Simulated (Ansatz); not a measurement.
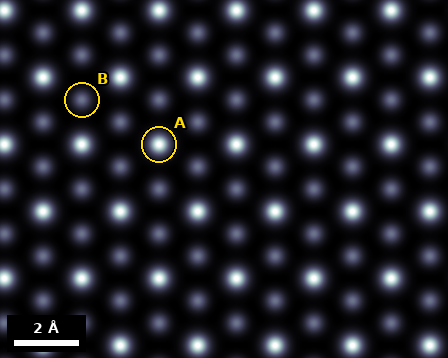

Map of the projected electrostatic potential of Ni (P6_3/mmc, No. 194) along [001]. Computed as the sum of neutral-atom potentials (tabulated electron scattering factors, B = 0.8 Å²) projected along the beam and smoothed by 0.25 Å; brighter is more positive. Atomic positions: the end point of a relaxation with DFT, LDA (PW92), plane waves (420 eV) with PAW, scalar-relativistic in Ansatz; the starting structure was generated, so it need not be a known form of this composition.

```yaml
crystal:
  lattice:
    - [2.41775, 0.00000, 0.00000]
    - [-1.20887, 2.09383, 0.00000]
    - [0.00000, 0.00000, 7.92147]
  atoms:
    - { symbol: Ni, position: [0.00000, 0.00000, 0.00000] }
    - { symbol: Ni, position: [0.00000, 0.00000, 0.50000] }
    - { symbol: Ni, position: [0.33333, 0.66667, 0.25000] }
    - { symbol: Ni, position: [0.66667, 0.33333, 0.75000] }
```

### What lies under each ring?

A: Ni (2 Ni per 7.92 Å along the beam; the brightest kind). B: Ni (1 Ni per 7.92 Å along the beam; about 45 % of the brightest peak). Brightness is counted from the darkest point of the image.
